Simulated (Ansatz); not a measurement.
# Geometry relaxation of CuO (part 2 of 2)

The same run, continued: CuO (4 atoms in the cell); DFT PBE, scalar-relativistic, plane waves, PAW, no spin polarisation (Ansatz 0.2.0); cutoff 420 eV, 14×14×8 k-mesh, Gaussian smearing of 0.1 eV. The structure derives from an entry of the Crystallography Open Database. It belongs to a series of runs on one base structure; here: volume × 0.94, shape and atoms relaxed.

Geometry of the input (Å; fractional positions):
```
2.0303  -2.0326  0.1590
2.0303  2.0326  0.1590
-0.3983  0.0000  5.0702
Cu -0.0000  0.5000  0.0000
Cu 0.5000  -0.0000  0.5000
O  0.5001  0.4999  0.2500
O  0.4999  0.5001  0.7500
```

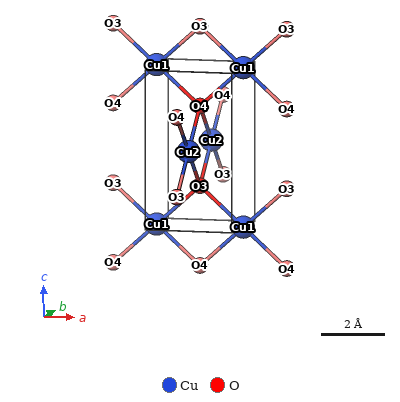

Figure 1. The geometry at step 3 of the log (ball-and-stick view of the cell of the calculation, seen slightly off an axis; neighbours outside the cell are drawn fainter; atoms are numbered from 1 in the order of the input).

```
basis re-selected at this cell: Δ(F+E_penalty+E_count) = -1.970e-4 eV, ΔP = +0.006 GPa vs the last step (what re-selecting the basis moved, of the pressure what is left beyond the Pulay correction that the steps carried, after the strain that the cell walked since its last selection, with what the two solves' SCF thresholds leave and, on support functions, any second-order correction that the steps lacked; it is no measure of the basis error at this ecutwfc). This SCF's stress stands 7.10e-2 GPa from its target on what of the cell is left free (relax.cell.stress_tol is 1.00e-1 GPa) and its largest allowed force component is 1.55e-5 eV/Å (relax.f_tol is 1.00e-2 eV/Å): within both
SCF converged after 6 iterations
Free energy (F): -14382.494535 eV
Harris-Foulkes:  -14382.494535 eV  (|F-HF|=5.46e-12)
Internal energy: -14382.481747 eV  (E = F + TS)
E sigma→0 (E₀):  -14382.488141 eV
Entropy (-TS):   -0.012788 eV (-3.197 meV/atom)
Fermi energy:    11.849575 eV
--- Per-component energies (eV) ---
  E_band       = -889.570067
  E_kinetic    = 944.332147
  E_local      = -9960.513663  (includes V_loc(G=0)·N_el)
  E_nonlocal   = 875.395892
  E_hartree    = 4316.136546
  E_xc         = -324.608848
  E_vxc        = -416.745165  (∫ρ·V_xc dr)
  E_paw        = -3636.424834  (= ΣΔE_a)
  E_vpaw       = -964.317349  (= ΣTr[D̂ρ^β])
  E_aug_tail   = 0.005475  (compensation charges beyond the density's cutoff)
  E_ewald      = -6596.804461
  E_smearing   = -0.012788  (= −TS)
  E_closure    = -0.000000  (closes the sum)
  Σ components = -14382.494535   (vs F -14382.494535, Δ=0.00e0)
--- Forces (eV/Å), atoms counted from 1 ---
  atom   1  Cu    -0.00000000     0.00000000     0.00000000
  atom   2  Cu     0.00000000     0.00000000     0.00000000
  atom   3  O      0.00000000     0.00001553     0.00000000
  atom   4  O      0.00000000    -0.00001553    -0.00000000
  max |Σ_I F_I| component: 1.26e-29 eV/Å
--- Stress (GPa, compression-positive) ---
        9.510746      -0.000000      -0.008265
       -0.000000       9.514637       0.000000
       -0.008265       0.000000       9.618256
  P = ⅓ Tr σ = 9.5479 GPa (95.479 kbar)
--- Band table (eV; the first three rows and the last of 429) ---
  k-point 0: bands = ["-101.0556", "-101.0552", "-58.5501", "-58.5501", "-58.5136", "-58.5067", "-58.2161", "-58.2161", "-8.4344", "-7.0559", "3.1903", "6.0929", "6.0965", "7.8150", "8.2051", "8.2057", "8.2694", "8.5855", "8.9626", "9.2901", "9.2915", "9.3298", "9.4181", "9.7275", "12.5133", "12.5178", "13.3507", "17.9946", "19.2470", "25.5055"]
  k-point 1: bands = ["-101.0556", "-101.0552", "-58.5501", "-58.5501", "-58.5134", "-58.5070", "-58.2161", "-58.2161", "-8.3910", "-7.1209", "3.3492", "6.1008", "6.1042", "7.7972", "8.1063", "8.1066", "8.1992", "8.2689", "9.1136", "9.3332", "9.4147", "9.4373", "9.4389", "9.6897", "12.4420", "12.4463", "13.5671", "17.5295", "19.8428", "25.5486"]
  k-point 2: bands = ["-101.0556", "-101.0553", "-58.5501", "-58.5501", "-58.5126", "-58.5078", "-58.2161", "-58.2161", "-8.2644", "-7.2985", "3.8053", "6.1207", "6.1234", "7.2572", "7.9227", "7.9228", "7.9982", "8.2619", "9.2253", "9.3427", "9.4051", "9.5910", "9.7543", "9.7561", "12.2528", "12.2565", "14.0969", "16.8160", "20.9274", "25.6811"]
  k-point 428: bands = ["-101.0538", "-101.0538", "-58.5652", "-58.5652", "-58.5073", "-58.5073", "-58.2282", "-58.2282", "-6.9293", "-6.9293", "5.6121", "5.6121", "5.7061", "5.7061", "6.0038", "6.0038", "8.7256", "8.7256", "9.3841", "9.3841", "9.7509", "9.7509", "10.3762", "10.3762", "11.3669", "11.3669", "15.7230", "15.7230", "22.8047", "22.8047"]
--- Relaxed structure (3 steps of the walk, 3 accepted, 1 SCFs on fresh bases) ---
  F+E_penalty+E_count = -14382.49453462 eV   max|allowed force component| = 1.553e-5 eV/Å   (the final SCF, on the basis selected at the relaxed cell)
  cell:  # Å, volume = 42.1030 Å³
    - [2.020670195456516, -2.02329145351505, 0.15826326807938096]
    - [2.020670195456516, 2.02329145351505, 0.158263268079381]
    - [-0.4019701169839423, 1.0496081724650392e-17, 5.117591437215096]
  atoms:
    - { symbol: Cu, position: [1.7780915628762273e-17, 0.5, 0.0] }
    - { symbol: Cu, position: [0.49999999999999994, -2.0816681711721685e-17, 0.5] }
    - { symbol: O, position: [0.5000677725352524, 0.4999322274647476, 0.25] }
    - { symbol: O, position: [0.4999322274647475, 0.5000677725352523, 0.75] }
```

Trajectory as extended XYZ (Å, eV, eV/Å), 4 frames, from step=1 to step=4:
```
4
Lattice="2.0303 -2.0326 0.1590 2.0303 2.0326 0.1590 -0.3983 0.0000 5.0702" Properties=species:S:1:pos:R:3:forces:R:3 step=1 energy=-14382.49157 pressure_GPa=10.24
Cu    1.0151    1.0163    0.0795    0.0000   0.0000   0.0000
Cu    0.8160   -1.0163    2.6146    0.0000   0.0000   0.0000
O     1.9307   -0.0003    1.4266    0.0000  -0.0001   0.0000
O     1.7315    0.0003    3.9617    0.0000   0.0001   0.0000
4
Lattice="2.0253 -2.0277 0.1586 2.0253 2.0277 0.1586 -0.4002 0.0000 5.0946" Properties=species:S:1:pos:R:3:forces:R:3 step=2 energy=-14382.49371 pressure_GPa=9.88
Cu    1.0127    1.0139    0.0793    0.0000   0.0000   0.0000
Cu    0.8126   -1.0139    2.6266    0.0000   0.0000   0.0000
O     1.9253   -0.0003    1.4323    0.0000   0.0000   0.0000
O     1.7252    0.0003    3.9796    0.0000   0.0000   0.0000
4
Lattice="2.0207 -2.0233 0.1583 2.0207 2.0233 0.1583 -0.4020 0.0000 5.1176" Properties=species:S:1:pos:R:3:forces:R:3 step=3 energy=-14382.49434 pressure_GPa=9.54
Cu    1.0103    1.0116    0.0791    0.0000   0.0000   0.0000
Cu    0.8094   -1.0116    2.6379    0.0000   0.0000   0.0000
O     1.9202   -0.0003    1.4377    0.0000   0.0000   0.0000
O     1.7192    0.0003    3.9965    0.0000   0.0000   0.0000
4
Lattice="2.0207 -2.0233 0.1583 2.0207 2.0233 0.1583 -0.4020 0.0000 5.1176" Properties=species:S:1:pos:R:3:forces:R:3 step=4 energy=-14382.49453 pressure_GPa=9.55
Cu    1.0103    1.0116    0.0791    0.0000   0.0000   0.0000
Cu    0.8094   -1.0116    2.6379    0.0000   0.0000   0.0000
O     1.9202   -0.0003    1.4377    0.0000   0.0000   0.0000
O     1.7192    0.0003    3.9965    0.0000   0.0000   0.0000
```

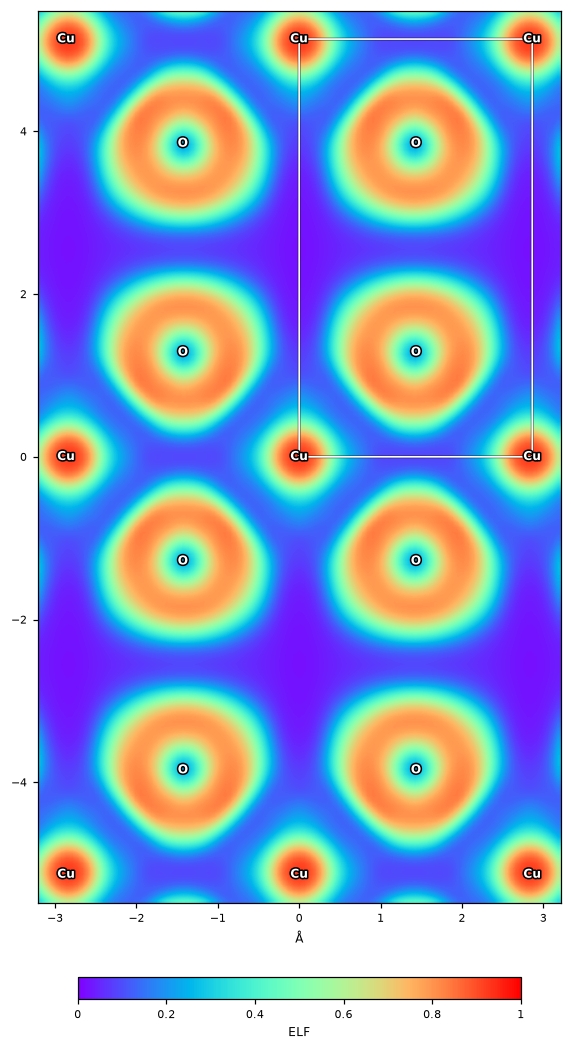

Figure 2. Electron localisation function on the (010) plane of the conventional cell. The section cuts through Cu and O sites. Cu–O (1.92 Å): the ELF is about 0.20 at the midpoint; no shared pair; the contact is polar. The strong features right at Cu lie inside the PAW spheres (semicore, d or f shells) and say nothing about bonding. In a PAW calculation such maps are meaningful between the atoms, not at the nuclei.

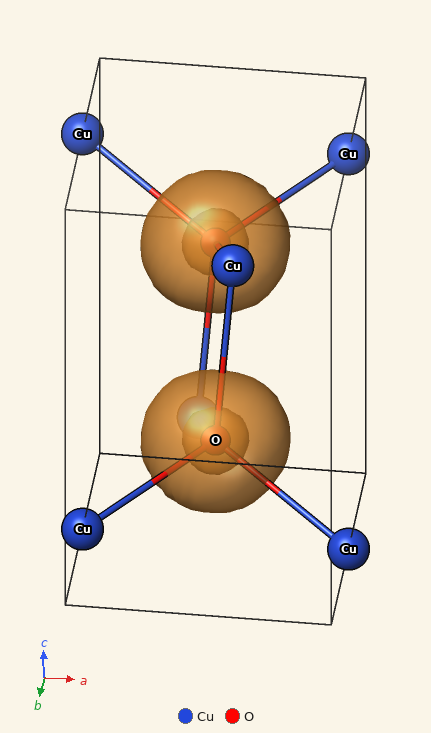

Figure 3. Isosurface of the electron localisation function at 0.7 (orange), seen at an oblique angle. Only the valence region is drawn (cores and ρ < 0.01 e/Å³ removed). Sticks mark near contacts. The outline is the cell set on symmetry axes. Values along the shortest contacts: Cu–O (1.92 Å): the ELF is about 0.20 at the midpoint (a polar contact without a shared pair, in a metal).

Summary:

- outcome: converged
- space group (tolerance 0.01 Å): Cccm (66)
- electrons treated: 50
- free energy: −14382.4945 eV
- Fermi energy: 11.850 eV
- gap on the k-point mesh: none (metallic)
- pressure: 9.55 GPa
- final volume: 42.10 Å³
- largest force (length of the vector) at the end: under 0.001 eV/Å
- final cell: a = 2.864 Å, b = 2.864 Å, c = 5.133 Å, α = 90.01°, β = 90.01°, γ = 89.90°
- wall time: 3.9 min
- peak memory: 0.69 GiB

The run has no spin polarisation, so a magnetic state may lie lower. The cell is under a pressure of 9.5 GPa at this level, so it is not at its equilibrium volume.
